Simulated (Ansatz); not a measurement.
# Calculations on GaP

## 1. Vibrations

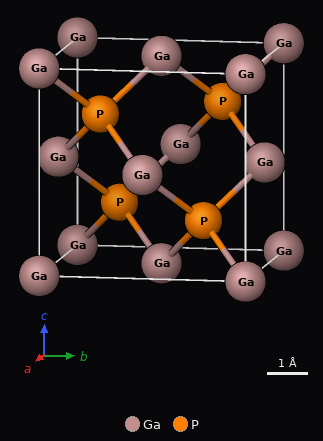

Phonons of solid GaP relaxed at 2 GPa, space group F-43m (No. 216), at the zone centre. Style: ball-and-stick. Shown: the conventional cell (4 times the calculation's cell), slightly off an axis. Lengths and directions refer to the drawn axes.

All numbers below come from DFT LDA, scalar-relativistic, plane waves, PAW in Ansatz 0.2.0.

The input:
```yaml
crystal:
  lattice:
    - [0.0, 2.6766985327, 2.6766985327]
    - [2.6766985327, 0.0, 2.6766985327]
    - [2.6766985327, 2.6766985327, 0.0]
  atoms:
    - { symbol: Ga, position: [0.0, 0.0, 0.0] }
    - { symbol: P, position: [0.75, 0.75, 0.75] }
basis:
  ecutwfc: 420
kpoints:
  mp_grid: { grid: [10, 10, 10] }
hamiltonian:
  xc: lda
scf:
  occupations: { method: fixed }
output:
  eigenvalues: true
phonons:
  method: dfpt
  dielectric: true
  rigid_motions: translations
  eigenvectors: true
```

Command:
```bash
ansatz run input.yaml --threads 1 --pin off --max-ram 3072MiB --backend cpu --events-out ev --progress --plain --runs-dir out
```

Frequencies are those without the non-analytic (LO–TO) term.

> Which optical modes does it have, at what frequencies, and is it stable there?

The calculation's cell holds 2 atoms, so there are 3 optical modes, in 1 level. The optical modes span T₂. No level is unstable.

```tsv
level	symmetry	frequency (cm⁻¹)	activity
1	T₂	374	infrared- and Raman-active
```

The displacement patterns (one member of each degenerate set):

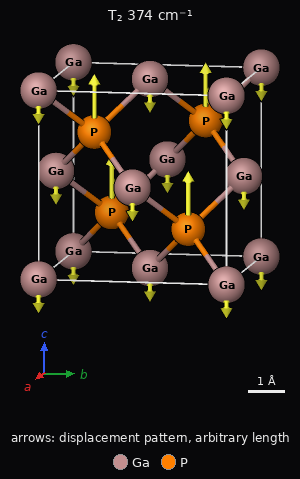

## 2. Vibrations

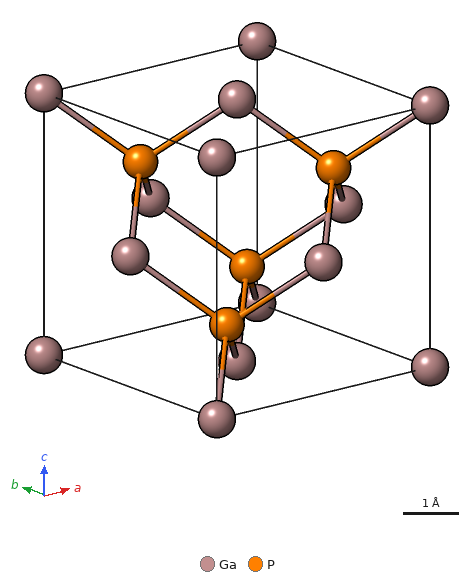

Normal modes of solid GaP relaxed at 25 GPa, at the zone centre. The picture is a ball-and-stick view of the conventional cell (4 times the calculation's cell), seen from a free direction. Lengths and directions refer to the drawn axes.

The calculation used DFT LDA, scalar-relativistic, plane waves, PAW (Ansatz). Set-up: plane-wave cutoff 420 eV; k-point mesh 10 × 10 × 10; occupations fixed; target pressure 25 GPa; no spin polarisation.

Frequencies are those without the non-analytic (LO–TO) term.

Question: List the optical modes.

Answer: The calculation's cell holds 2 atoms, so there are 3 optical modes, in 1 level. The optical modes span T₂. No level is unstable.

```tsv
level	symmetry	frequency (cm⁻¹)	activity
1	T₂	455	infrared- and Raman-active
```

The displacement patterns (one member of each degenerate set):

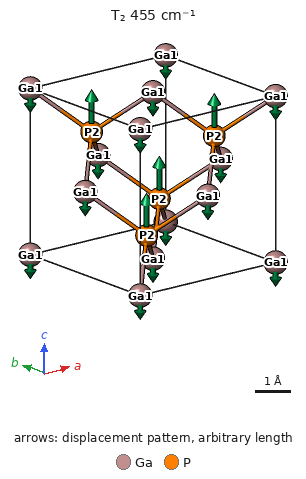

## 3. One mode

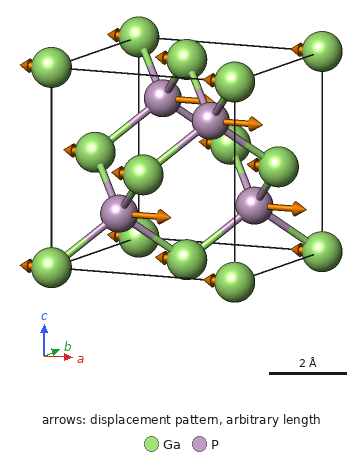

One vibrational mode of a crystal of GaP relaxed at 6 GPa at the zone centre. The orange arrows are the displacements of the atoms (eigenvector over the root of the mass), of arbitrary overall length and sign. A ball-and-stick model of the conventional cell (4 times the calculation's cell), seen from a free direction. Lengths and directions refer to the drawn axes.

Method: DFT PBEsol, scalar-relativistic, plane waves, PAW in Ansatz. (plane-wave cutoff 420 eV; k-point mesh 10 × 10 × 10; occupations fixed; target pressure 6 GPa; no spin polarisation)

Frequencies are those without the non-analytic (LO–TO) term.

What mode is this, and where does it lie in the spectrum?

Answer. This is the T₂ mode (triply degenerate; one member of the set is drawn) at 385 cm⁻¹, the only optical level, infrared- and Raman-active by symmetry. The P sublattice moves against the Ga sublattice, along a; the kinetic energy is shared as P 69 %, Ga 31 %. Its infrared intensity is 13 (D/Å)²/amu for the set. The value is the transverse one; the longitudinal partner lies at 415 cm⁻¹.

## 4. Softest mode

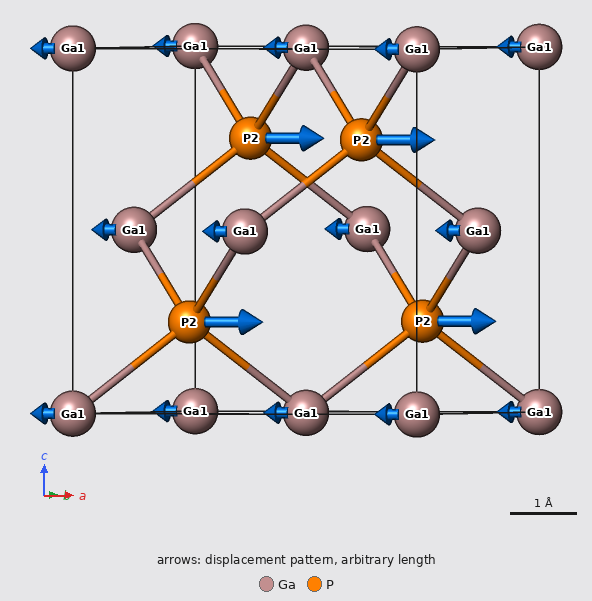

The lowest optical mode of solid GaP relaxed at −3 GPa, space group F-43m (No. 216), at the zone centre. Displacements are drawn as blue arrows; their common scale and sign are arbitrary. A ball-and-stick model of the conventional cell (4 times the calculation's cell), seen from a free direction. Lengths and directions refer to the drawn axes.

Theory: DFT PBE, scalar-relativistic, plane waves, PAW (Ansatz 0.2.0). Settings: plane-wave cutoff 420 eV; k-point mesh 8 × 8 × 8; occupations fixed; target pressure -3 GPa; no spin polarisation.

Frequencies are those without the non-analytic (LO–TO) term.

**Is this crystal at a minimum with respect to the drawn distortion?**

Yes: this softest mode has a real frequency, and so have all others here. That speaks for this wave vector alone: the rest of the zone wasn't checked in this run. This is the T₂ mode (triply degenerate; one member of the set is drawn) at 9.8 THz, the only optical level, infrared- and Raman-active by symmetry. The P sublattice moves against the Ga sublattice, along a; the kinetic energy is shared as P 69 %, Ga 31 %. Its infrared intensity is 17 (D/Å)²/amu for the set. The value is the transverse one; the longitudinal partner lies at 362 cm⁻¹.
